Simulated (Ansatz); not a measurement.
# Energy of Al along a strain of the cell

System: Al (1 atom in the cell).
Method: DFT PBEsol, scalar-relativistic, plane waves, PAW, no spin polarisation (Ansatz 0.2.0).

The 5 runs differ only in the geometry, by a strain of the cell at fixed fractional positions. Against run 3, the strain is εxx = η and εyy = η. The structure derives from an entry of the Crystallography Open Database.

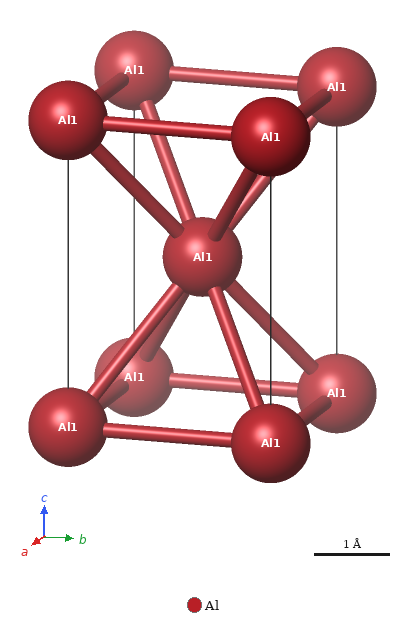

Figure 1. The structure of run 3 (ball-and-stick view of the cell 2 times as large as that of the calculation, set on its symmetry axes, seen slightly off an axis; atoms are numbered from 1 in the order of the input). An atom can appear more than once, as a periodic image.

### Input of run 3
```yaml
crystal:
  lattice:
    - [0.0, 2.02398, 2.125179]
    - [2.02398, 0.0, 2.125179]
    - [2.02398, 2.02398, 0.0]
  atoms:
    - { symbol: Al, position: [0.0, 0.0, 0.0] }
basis:
  ecutwfc: 420
kpoints:
  mp_grid: { grid: [20, 20, 20] }
hamiltonian:
  xc: pbesol
scf:
  occupations: { method: gaussian, width: 0.15 }
output:
  forces: true
  stress: true
  eigenvalues: true
```

Command:
```bash
ansatz run input.yaml --threads 1 --pin off --max-ram 2560MiB --backend cpu --events-out ev --progress --plain --runs-dir out
```

Run 2 differs from it as follows:
```diff
-    - [0.0, 2.02398, 2.125179]
-    - [2.02398, 0.0, 2.125179]
-    - [2.02398, 2.02398, 0.0]
+    - [0.0, 1.9733805, 2.125179]
+    - [1.9733805, 0.0, 2.125179]
+    - [1.9733805, 1.9733805, 0.0]
```

### Results, with one run withheld

| run | strain parameter η (%) | free energy per atom, from the lowest run given (meV) | pressure (GPa) |
| --- | --- | --- | --- |
| 1 | −5.0000 | 2.84 | 3.43 |
| 2 | −2.5000 | ? | ? |
| 3 | 0.0000 | 0.00 | −5.00 |
| 4 | 2.5000 | 32.39 | −7.56 |
| 5 | 5.0000 | 79.30 | −9.36 |

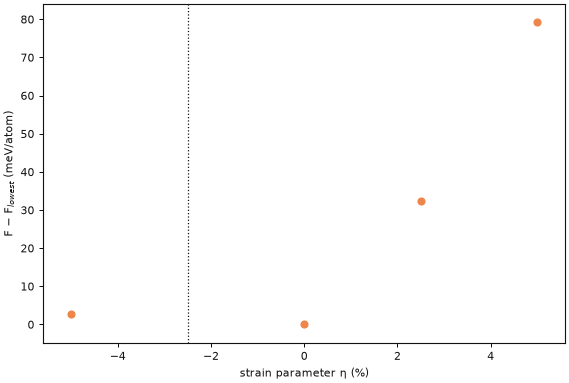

Figure 2. Free energy per atom of the runs given; the dotted line marks run 2.

What should run 2 give?

A quadratic polynomial in the coordinate, fitted to the 4 runs given, misses them by at most 1.75 meV per atom. With x = η − 0.6250, it reads F = 6.7704 + 9.7323 x + 1.5991 x² (meV per atom). At run 2 it gives −8.03 meV per atom, and the run itself gives −12.38. The fit has its minimum at η = −2.4181 %. The miss comes from the order of the polynomial or from scatter in that run; these data can't tell which.

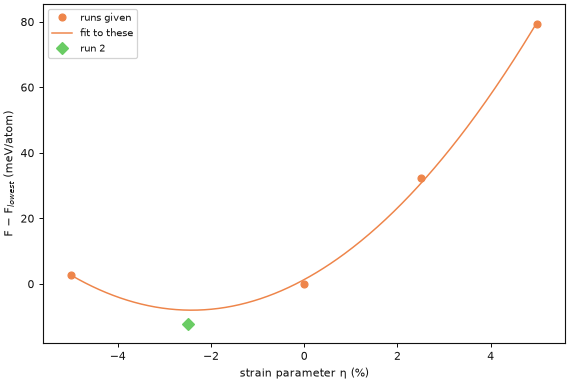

Figure 3. The fit and the withheld run.

### Output, shortened to warnings, some set-up lines, iterations and results (run 2)
```
Basis set: ecut = 420 eV, 331 PW (Γ), exchange–correlation on 40×40×40 points (8 copies of the dense FFT grid, shifted against one another)
Symmetry: 16 space group operations
k-points: 641 of 8000
Initial density: superposition of atomic densities (neutral atoms: chi_scale 0, normalization atom), corrected by the library's trained network
[...]
SCF iter   1: F=—  HF=-524.538139 eV  |F-HF|=—  |Δ(HF+E_count)|=         —  Δρ=6.24e-4  dr2=2.30e-5  ethr=1.77e-3  ⟨swp⟩=4.7  Hψ=32364  notcnv=0
SCF iter   2: F=—  HF=-524.538167 eV  |F-HF|=—  |Δ(HF+E_count)|=   2.84e-5  Δρ=3.14e-4  dr2=5.56e-6  ethr=7.67e-7  ⟨swp⟩=2.0  Hψ=9788  notcnv=0
SCF iter   3: F=-524.538174 eV  HF=-524.538174 eV  |F-HF|=9.10e-9  |Δ(HF+E_count)|=   6.77e-6  Δρ=1.30e-5  dr2=2.82e-8  ethr=1.85e-7  ⟨swp⟩=1.1  Hψ=3615  notcnv=0
SCF iter   4: F=-524.538174 eV  HF=-524.538174 eV  |F-HF|=1.27e-9  |Δ(HF+E_count)|=   5.21e-9  Δρ=4.74e-6  dr2=3.74e-9  ethr=9.40e-10  ⟨swp⟩=1.6  Hψ=4175  notcnv=0
SCF iter   5: F=-524.538174 eV  HF=-524.538174 eV  |F-HF|=1.74e-11  |Δ(HF+E_count)|=   1.12e-9  Δρ=4.64e-7  dr2=4.15e-11  ethr=1.25e-10  ⟨swp⟩=1.3  Hψ=3743  notcnv=0
SCF iter   6: F=-524.538174 eV  HF=-524.538174 eV  |F-HF|=6.82e-13  |Δ(HF+E_count)|=  1.76e-11  Δρ=6.45e-8  dr2=7.93e-13  ethr=1.38e-12  ⟨swp⟩=2.0  Hψ=12814  notcnv=0
SCF 1 converged in 6 iterations: F = -524.538174 eV  dr2 = 7.93e-13
SCF converged after 6 iterations
Free energy (F): -524.538174 eV
Harris-Foulkes:  -524.538174 eV  (|F-HF|=6.82e-13)
Internal energy: -524.533516 eV  (E = F + TS)
E sigma→0 (E₀):  -524.535845 eV
Entropy (-TS):   -0.004658 eV (-4.658 meV/atom)
Fermi energy:    7.827027 eV
--- Per-component energies (eV) ---
  E_band       = 10.325167
  E_kinetic    = 22.777871
  E_local      = 9.694943  (includes V_loc(G=0)·N_el)
  E_nonlocal   = 10.380824
  E_hartree    = 0.100686
  E_xc         = -39.373562
  E_vxc        = -29.119351  (∫ρ·V_xc dr)
  E_paw        = -454.704566  (= ΣΔE_a)
  E_vpaw       = -3.610489  (= ΣTr[D̂ρ^β])
  E_aug_tail   = -0.000002  (compensation charges beyond the density's cutoff)
  E_ewald      = -73.428849
  E_core_change = 0.019139  (= ΣΔE_core)
  E_smearing   = -0.004658  (= −TS)
  E_closure    = 0.000000  (closes the sum)
  Σ components = -524.538174   (vs F -524.538174, Δ=0.00e0)
--- Forces (eV/Å), atoms counted from 1 ---
  atom   1  Al    -0.00000000     0.00000000    -0.00000000
  max |Σ_I F_I| component: 2.47e-32 eV/Å
--- Stress (GPa, compression-positive) ---
        0.066089       0.000000       0.000000
        0.000000       0.066089       0.000000
        0.000000       0.000000      -4.415690
  P = ⅓ Tr σ = -1.4278 GPa (-14.278 kbar)
```
